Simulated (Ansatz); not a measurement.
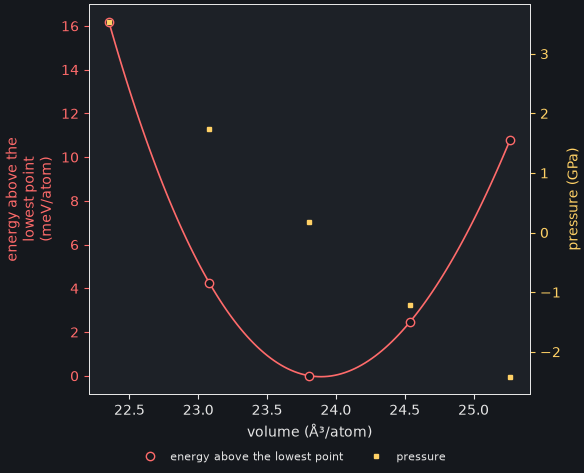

Plotted: energy above the lowest point and pressure against volume for S, space group Fd-3m (No. 227) (one of a set of cubic test structures, which need not be the stable phase).

Method: equation of state of a cubic crystal from periodic Kohn-Sham density functional theory without spin, third-order Birch-Murnaghan fit to the free energies; pressure corrected for the finite basis (Ansatz 0.2.0 development build). Level: r2SCAN.

structure type diamond; atoms in cell 2; space group number 227; lattice centring face-centred primitive; k mesh 10×10×10; occupation method Fermi–Dirac; occupation width 0.1 eV; wave cutoff 500 eV; datasets soft-1 PAW; density tolerance 1e−07 eV; bands 10; density cutoff ratio 4; search for lower states default.

### What equilibrium volume and bulk modulus follow from the curve?

A third-order Birch–Murnaghan fit gives V0 = 23.89 Å³/atom, B0 = 47.6 GPa and B′ = 3.3.

### Read off the course of the pressure.

It falls from 3.537 GPa at volume 22.35 Å³/atom to −2.418 GPa at 25.27 Å³/atom, and changes sign near 23.90 Å³/atom.

Note: cubic model structure, not the ambient form; modest k-mesh, values are not fully converged in k.

The computed values:

```
volume (Å³/atom)  energy above the lowest point (meV/atom)  pressure (GPa)
           22.35                                      16.2           3.537
           23.08                                       4.3           1.744
           23.81                                       0.0           0.170
           24.54                                       2.5          -1.216
           25.27                                      10.8          -2.418
```
